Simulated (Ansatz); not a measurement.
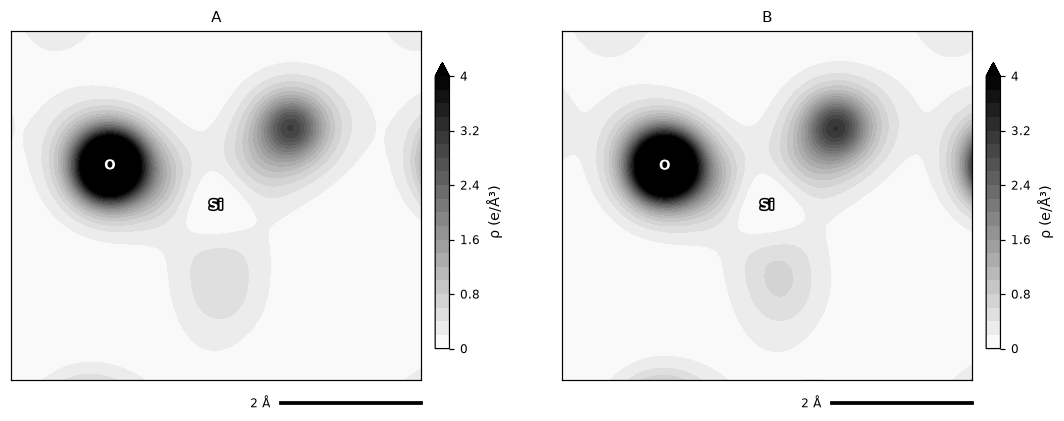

SiO2. The valence pseudo-density of two cells that differ in size and shape, on the (101̄) plane of each (indices in the axes of the calculation cell), at one length scale and on one colour scale; one has 13.5 and the other 14.9 Å³ an atom.

Space group I-42d.

All numbers below come from DFT r2SCAN, scalar-relativistic, plane waves, PAW (Ansatz 0.2.0).

In a PAW calculation such maps are meaningful between the atoms, not at the nuclei.

Which is the denser cell? Describe the effect of the change.

Panel B is the smaller cell, by 10 % in volume. From the larger cell to the smaller, Si–O goes from 1.61 to 1.56 Å, and the density at its midpoint from 1.3 to 1.4 e/Å³; the pressure goes from −0.1 to 21 GPa; the Kohn–Sham gap goes from 6.4 eV to 7.0 eV.
